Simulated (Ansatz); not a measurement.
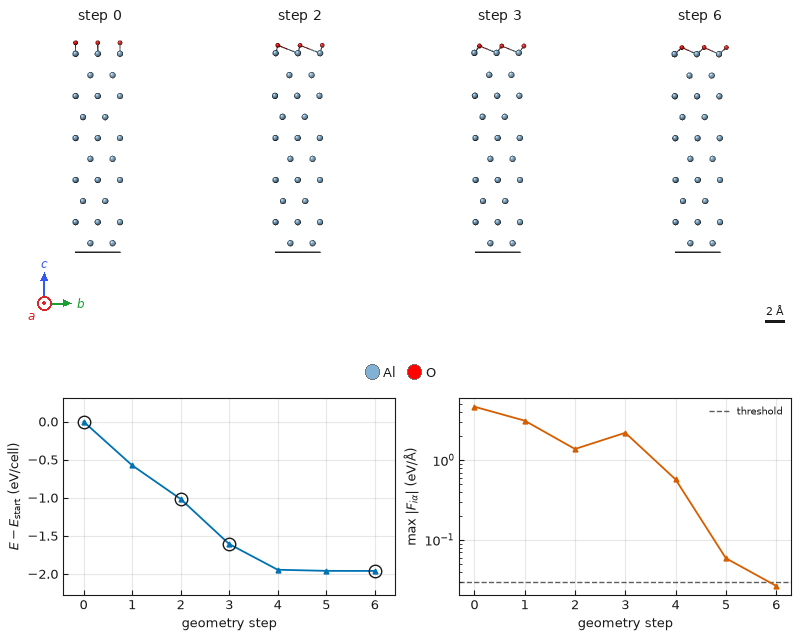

Frames of a constrained relaxation of a slab of composition Al₁₀O (cut from the P6_3/mmc phase), marked on the history of the run. The picture is a ball-and-stick view of the 2 × 2 repeat of the cell, outlined in the plane, without the vacuum, seen along the a axis.

Case: O put at a bridge Al-Al site. The slab is the (0 0 1) face of Al with O on it. 5 atoms are held fixed.

All numbers below come from Ansatz, DFT PBEsol, scalar-relativistic, plane waves, PAW.

Input
```yaml
crystal:
  lattice:
    - [2.8362844919, 0.0, 0.0]
    - [-1.4181422459, 2.4562944223, 0.0]
    - [0.0, 0.0, 39.9748362738]
  atoms:
    - { symbol: Al, position: [0.3333333333, 0.6666666667, 0.2126337664] }
    - { symbol: Al, position: [0.0, 0.0, 0.2709338767] }
    - { symbol: Al, position: [0.6666666667, 0.3333333333, 0.329233987] }
    - { symbol: Al, position: [0.0, 0.0, 0.3875340974] }
    - { symbol: Al, position: [0.3333333333, 0.6666666667, 0.4458342076] }
    - { symbol: Al, position: [0.0, 0.0, 0.5035201778] }
    - { symbol: Al, position: [0.6666666667, 0.3333333333, 0.5614996803] }
    - { symbol: Al, position: [0.0, 0.0, 0.6197912003] }
    - { symbol: Al, position: [0.3333333333, 0.6666666667, 0.6776229419] }
    - { symbol: Al, position: [0.0, 0.0, 0.7366719068] }
    - { symbol: O, position: [0.5, 1.0, 0.7671911062] }
basis:
  ecutwfc: 420
kpoints:
  mp_grid: { grid: [12, 12, 1] }
hamiltonian:
  xc: pbesol
scf:
  occupations: { method: gaussian, width: 0.1 }
output:
  forces: true
  eigenvalues: true
  write_density: true
  write_potential: true
  elf: true
  volumetric_format: npy
relax:
  adjacent_minimum: "off"
  f_tol: 0.03
  max_steps: 70
  constraints: [{ sites: [0, 1, 2, 3, 4] }]
efield:
  axis: 3
  dipole_correction: true
  ramp_width: 0.04
```

Run as
```bash
ansatz run input.yaml --threads 1 --pin off --max-ram 2560MiB --backend cpu --events-out ev --progress --plain --runs-dir out
```

Question: What happens along the run?

Answer: The largest move is that of O11, 0.89 Å at 53° to the normal (−c side). Largest moves by element: O 0.89 Å, Al 0.12 Å. The lattice vectors keep their values. Among the contacts that change: Al10–O11 2.743 → 1.791 Å, Al10–O11 (another image) 1.871 → 1.793 Å. New bonds form: Al10–O11 (2.74 → 1.79 Å). Among the angles between lasting bonds that change: Al10–O11–Al10 98.6° → 104.6°, O11–Al10–O11 98.6° → 104.6°. Over 6 geometry steps the energy falls by 1.960 eV per cell of the calculation. Largest force component: 4.7 eV/Å at the start, 0.027 eV/Å at the end. Cost: 10 min on 1 thread of Arm Neoverse N1, on a shared host, peak memory 0.6 GiB. From step 0 to 2: O11 moves most (0.38 Å), energy −1.015 eV per cell of the calculation. From step 2 to 3: O11 moves most (0.20 Å), energy −0.591 eV per cell of the calculation. From step 3 to 6: O11 moves most (0.32 Å), energy −0.354 eV per cell of the calculation.

| step | E − E(0), meV/atom | largest force component, eV/Å |
| --- | --- | --- |
| 0 | 0.00 | 4.6708 |
| 1 | -52.08 | 3.1238 |
| 2 | -92.31 | 1.3791 |
| 3 | -146.01 | 2.2007 |
| 4 | -176.71 | 0.5733 |
| 5 | -178.05 | 0.0591 |
| 6 | -178.14 | 0.0266 |

Limits of the set-up: the periodic images lie only 2.8 Å apart, so the values are limited by the cell's size.
